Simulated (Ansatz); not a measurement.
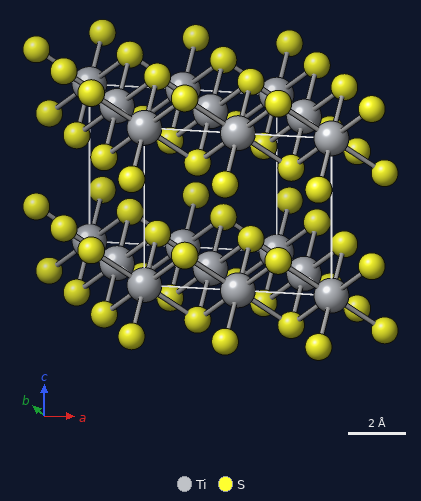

Starting frame of a dynamics run of a 12-atom cell of TiS2 (built on the measured structure type). Style: ball-and-stick. Shown: the simulation cell, slightly off an axis. Bonds to atoms that aren't drawn are left out.

Level of theory: DFT, PBE, plane waves, PAW in Ansatz.

Input
```yaml
crystal:
  lattice:
    - [6.8218237439, -1.0e-10, 0.0]
    - [-3.4109118719, 5.9078726624, 0.0]
    - [0.0, 0.0, 5.7407101477]
  atoms:
    - { symbol: Ti, position: [0.0, 0.0, 0.0] }
    - { symbol: S, position: [0.1666666667, 0.3333333333, 0.2448339576] }
    - { symbol: S, position: [0.3333333333, 0.1666666667, 0.7551660424] }
    - { symbol: Ti, position: [0.0, 0.5, 0.0] }
    - { symbol: S, position: [0.1666666667, 0.8333333333, 0.2448339576] }
    - { symbol: S, position: [0.3333333333, 0.6666666667, 0.7551660424] }
    - { symbol: Ti, position: [0.5, 0.0, 0.0] }
    - { symbol: S, position: [0.6666666667, 0.3333333333, 0.2448339576] }
    - { symbol: S, position: [0.8333333333, 0.1666666667, 0.7551660424] }
    - { symbol: Ti, position: [0.5, 0.5, 0.0] }
    - { symbol: S, position: [0.6666666667, 0.8333333333, 0.2448339576] }
    - { symbol: S, position: [0.8333333333, 0.6666666667, 0.7551660424] }
kpoints:
  mp_grid: { grid: [3, 3, 3] }
hamiltonian:
  xc: pbe
scf:
  occupations: { method: fermi_dirac, width: 0.146 }
md:
  ensemble: nvt_langevin
  temperature: 1700
  timestep: 1.5
  n_steps: 30
  initial_velocities: maxwell_boltzmann
  seed: 7408
```

Run as
```bash
ansatz run input.yaml --threads 4 --pin off --max-ram 3686MiB --backend cpu --events-out ev --progress --plain --runs-dir out
```

> Predict how the run goes.

Over the second half the temperature averages 1031 K (spread ±120 K). That is still far from the set 1700 K: the thermostat hasn't settled it within this run. The potential energy is still drifting at the end, so the run hasn't reached equilibrium. The potential energy in the second half lies on average 156 meV per atom above the first frame. In the second half of the run the atoms are, in the root-mean-square, this far from where they began (common drift taken out): S 0.25 Å, Ti 0.22 Å. The run lasts only 45 fs, too short to tell vibration from diffusion.

Along the run (each row but the first and the last is the mean over the interval that it begins):

```tsv
time (fs)	potential energy (meV/atom)	T (K)
0.0	0.0	1558
7.5	42.5	1294
15.0	92.9	988
22.5	136.8	1055
30.0	163.1	880
37.5	165.8	1118
45.0	161.1	1231
```

The paths of the atoms, magnified 2 times:

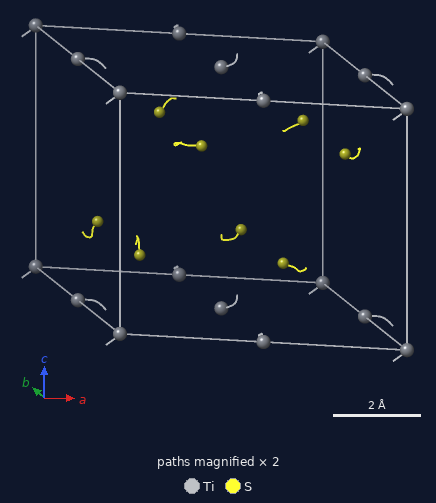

Limits of the set-up: layers or molecules are held without a dispersion correction, so their spacing is unreliable.

The run took 3.8 min on 4 threads of Arm Neoverse N1, with other jobs on the host, peak memory 0.79 GiB.
